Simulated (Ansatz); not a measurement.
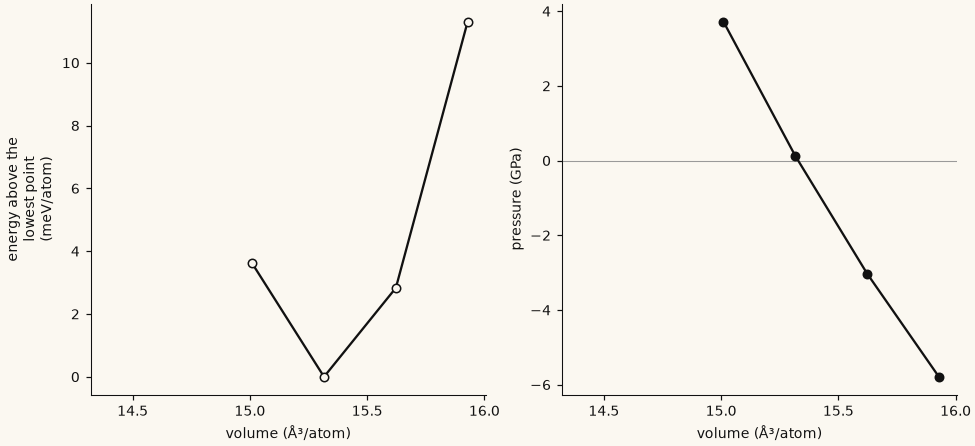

The picture above shows the energy above the lowest point and pressure against volume for Pd, space group Fm-3m (No. 225) (one of a set of cubic test structures, which need not be the stable phase).

Method: equation of state of a cubic crystal from periodic Kohn-Sham density functional theory without spin, third-order Birch-Murnaghan fit to the free energies; pressure corrected for the finite basis (Ansatz 0.2.0 development build). Level: PBE.

- structure type: fcc
- atoms in cell: 1
- space group number: 225
- lattice centring: face-centred primitive
- k mesh: 24×24×24
- occupation method: Fermi–Dirac
- occupation width: 0.06123 eV
- wave cutoff: 700 eV
- datasets: soft-1 PAW
- density tolerance: 1e−09 eV
- bands: 13
- density cutoff ratio: 4
- search for lower states: default

The points at volume 14.40 Å³/atom and 14.70 Å³/atom are left out of the plot. What values does the calculation give there?

```
volume (Å³/atom)  energy above the lowest point (meV/atom)  pressure (GPa)
           14.40                                      33.9            12.5
           14.70                                      14.6             7.8
```
